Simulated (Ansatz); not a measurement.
Sn: several calculations on one system

Part 1: Relaxation

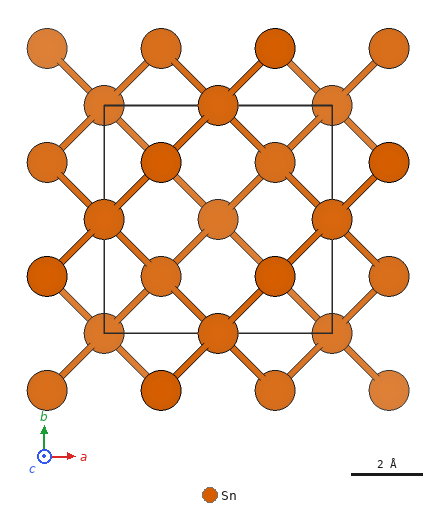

Solid Sn (set up in Fd-3m), before the relaxation. The picture is a ball-and-stick view of the conventional cell (4 times the calculation's cell), seen along the c axis. Lengths and directions refer to the drawn axes.

The calculation used DFT PBEsol, scalar-relativistic, plane waves, PAW (Ansatz 0.2.0).

Input file:
```yaml
crystal:
  lattice:
    - [0.0, 3.2456, 3.2456]
    - [3.2456, 0.0, 3.2456]
    - [3.2456, 3.2456, 0.0]
  atoms:
    - { symbol: Sn, position: [0.5, 0.5, 0.5] }
    - { symbol: Sn, position: [0.75, 0.75, 0.75] }
basis:
  ecutwfc: 420
kpoints:
  mp_grid: { grid: [12, 12, 12] }
hamiltonian:
  xc: pbesol
scf:
  occupations: { method: gaussian, width: 0.1 }
output:
  forces: true
  stress: true
  eigenvalues: true
  write_density: true
  write_potential: true
  elf: true
  volumetric_format: npy
relax:
  adjacent_minimum: "off"
  f_tol: 0.005
  max_steps: 80
  cell: { stress_tol: 0.05 }
```

Launched with:
```bash
ansatz run input.yaml --threads 1 --pin off --max-ram 2560MiB --backend cpu --events-out ev --progress --plain --runs-dir out
```

Q: What does the optimiser find from here?

A: The atoms keep their places relative to the cell (all moves are under 0.005 Å). Cell: a = b = c 6.491 → 6.542 Å (+0.8 %). Volume +2.3 %. Some distances before and after: Sn1–Sn2 2.811 → 2.833 Å. The space group stays Fd-3m (No. 227). The energy falls by 2.4 meV per atom in 2 accepted moves (3 points after the start). All forces vanish by symmetry, so only the cell relaxes. The pressure goes from 0.99 to −0.02 GPa. At 1 point the geometry stayed and the basis and grid were re-selected for the new cell (energy shift of 0.1 meV per atom at most each time).

History of the run:

| step | E − E(0), meV/atom | pressure, GPa | volume, Å³/atom | note |
| --- | --- | --- | --- | --- |
| 0 | 0.00 | 0.99 | 34.189 |  |
| 1 | -1.49 | -0.49 | 35.406 |  |
| 2 | -2.23 | -0.02 | 34.991 |  |
| 3 | -2.36 | -0.02 | 34.991 | same geometry, new basis |

Part 2: Relaxation

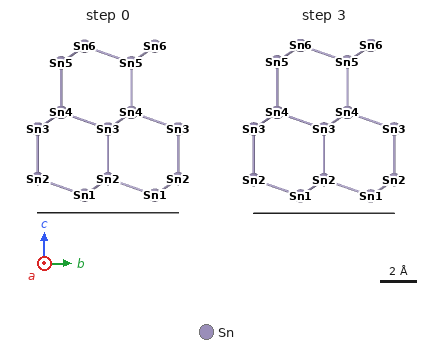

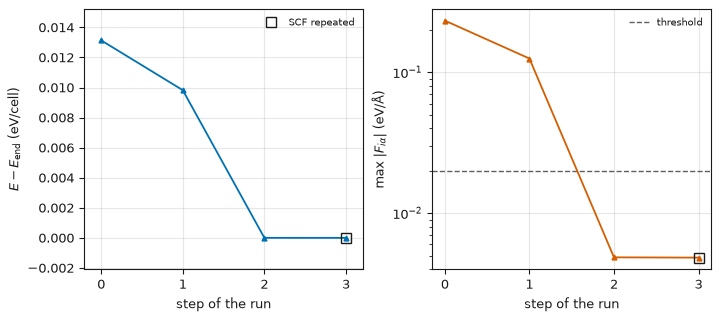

First and last geometry of a relaxation of a slab of composition Sn (cut from the Fd-3m phase), with the history of the run. The picture is a ball-and-stick view of the 2 × 2 repeat of the cell, outlined in the plane, without the vacuum, seen along the a axis.

Case: (1 1 1) slab, atoms relaxed. The slab is the (1 1 1) face of Sn.

Method: Ansatz 0.2.0, DFT PBEsol, scalar-relativistic, plane waves, PAW. Set-up: plane-wave cutoff 420 eV; k-point mesh 9 × 9 × 1; occupations gaussian; smearing width 0.1 eV; no spin polarisation; dipole correction; atoms relaxed in a fixed cell; force threshold 0.02 eV/Å; at most 60 steps.

Read the history and describe the run.

It converged. After 2 accepted moves (3 points after the start) the energy has fallen by 13.1 meV per cell of the calculation. Largest force component: 0.23 eV/Å at the start, 0.0048 eV/Å at the end. 1 step only repeated the SCF at the same geometry. The largest moves relative to the layer's centre, 0.058 Å, are those of Sn2 and Sn5. Sn2 goes along the normal (−c). The cell doesn't change. Near-neighbour distances that change, for instance: Sn2–Sn3 2.833 → 2.894 Å, Sn1–Sn2 2.833 → 2.827 Å. The run took 91 s on 1 thread of Intel(R) Xeon(R) Platinum 8375C CPU @ 2.90GHz (Ice Lake), with other jobs on the host, peak memory 0.68 GiB.

Part 3: A change

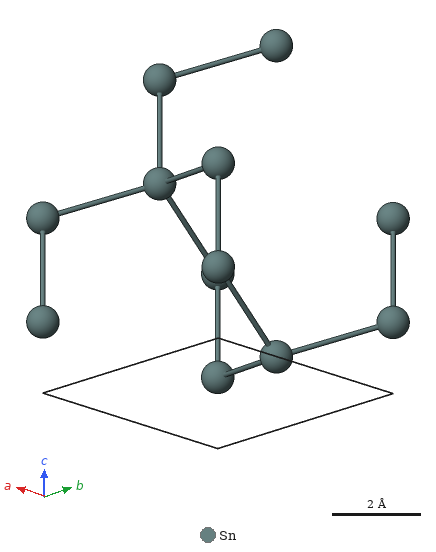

The starting point is a (1 1 1) slab of Sn as cut from the relaxed bulk. Style: ball-and-stick. Shown: the cell of the calculation, outlined in the plane, without the vacuum, from a free direction.

Theory: DFT PBEsol, scalar-relativistic, plane waves, PAW (Ansatz). (plane-wave cutoff 420 eV; occupations gaussian; smearing width 0.1 eV; no spin polarisation) The k-mesh is chosen for each cell (9×9×9, 9×9×1).

Now this is done to it. The atoms of the slab are relaxed at the bulk's in-plane cell.

Input
```yaml
crystal:
  lattice:
    - [4.6255804276, 0.0, 0.0]
    - [-2.3127902138, 4.0058701575, 0.0]
    - [0.0, 0.0, 23.4977338588]
  atoms:
    - { symbol: Sn, position: [0.3333333333, 0.6666666667, 0.3191797152] }
    - { symbol: Sn, position: [0.0, 0.0, 0.3593620007] }
    - { symbol: Sn, position: [0.0, 0.0, 0.4799088572] }
    - { symbol: Sn, position: [0.6666666667, 0.3333333333, 0.5200911428] }
    - { symbol: Sn, position: [0.6666666667, 0.3333333333, 0.6406379993] }
    - { symbol: Sn, position: [0.3333333333, 0.6666666667, 0.6808202848] }
basis:
  ecutwfc: 420
kpoints:
  mp_grid: { grid: [9, 9, 1] }
hamiltonian:
  xc: pbesol
scf:
  occupations: { method: gaussian, width: 0.1 }
output:
  forces: true
  eigenvalues: true
  write_density: true
  write_potential: true
  elf: true
  volumetric_format: npy
relax:
  adjacent_minimum: "off"
  f_tol: 0.02
  max_steps: 60
efield:
  axis: 3
  dipole_correction: true
  ramp_width: 0.04
```

Command:
```bash
ansatz run input.yaml --threads 1 --pin off --max-ram 2560MiB --backend cpu --events-out ev --progress --plain --runs-dir out
```

> What does the calculation give for the changed structure?

The surface energy (mean of the two faces) falls from 0.72 to 0.71 J/m². The top spacing, between the Sn and Sn planes, goes from 0.94 to 0.93 Å (−1.7 %), the bottom one (Sn to Sn) from 0.94 to 0.93 Å (−1.7 %). The cell stays as it was. The largest moves relative to the layer's centre, 0.058 Å, are those of Sn2 and Sn5. Sn2 goes along the normal (−c). Near-neighbour distances before and after: Sn–Sn 2.833 → 2.827 to 2.894 Å.
